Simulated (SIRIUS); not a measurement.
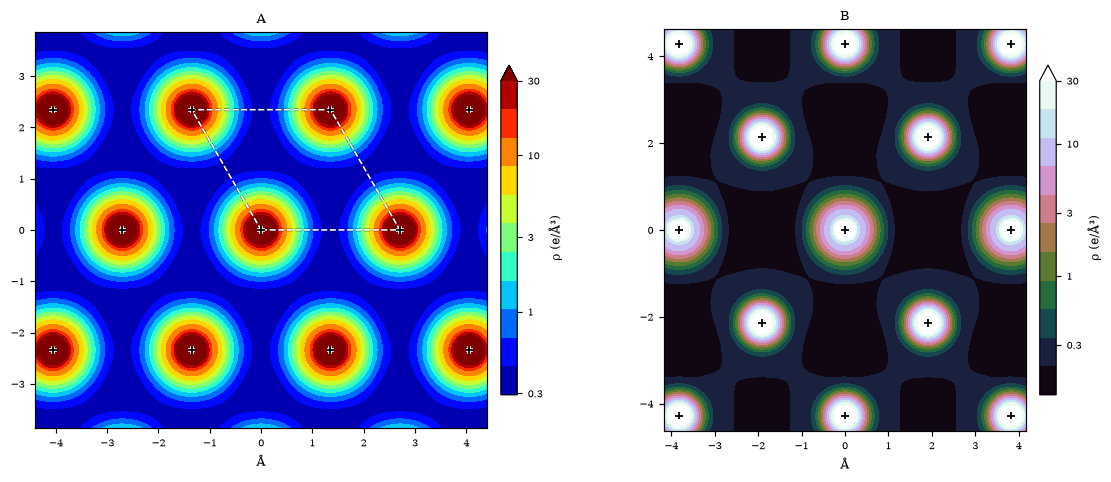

The electron density of 2 systems, each on a plane through atoms (crosses mark nuclei in the plane).

All numbers below come from SIRIUS, Kohn-Sham DFT of a periodic cell, PBE, all-electron FP-LAPW.

System 1: TiAl3, the (100) plane of the conventional cell. Space group I4/mmm; a structure from a database of computed crystals, not necessarily the ambient phase.

```yaml
crystal:
  lattice:
    - [3.82221, 0.00000, 0.00000]
    - [0.00000, 3.82221, 0.00000]
    - [0.00000, 0.00000, 8.56134]
  atoms:
    - { symbol: Ti, position: [0.00000, 0.00000, 0.00000] }
    - { symbol: Ti, position: [0.50000, 0.50000, 0.50000] }
    - { symbol: Al, position: [0.50000, 0.00000, 0.25000] }
    - { symbol: Al, position: [0.00000, 0.50000, 0.75000] }
    - { symbol: Al, position: [0.00000, 0.50000, 0.25000] }
    - { symbol: Al, position: [0.50000, 0.00000, 0.75000] }
    - { symbol: Al, position: [0.00000, 0.00000, 0.50000] }
    - { symbol: Al, position: [0.50000, 0.50000, 0.00000] }
```

System 2: Ru, the (001) plane of the conventional cell. Space group P6₃/mmc.

### Match each panel to its system.

Panel A is system 2, Ru: the plane holds Ru. Ru–Ru (2.71 Å): ρ is about 0.39 e/Å³ halfway. Panel B is system 1, TiAl3: the plane holds Ti and Al. Ti–Al (2.87 Å): ρ is about 0.21 e/Å³ halfway.
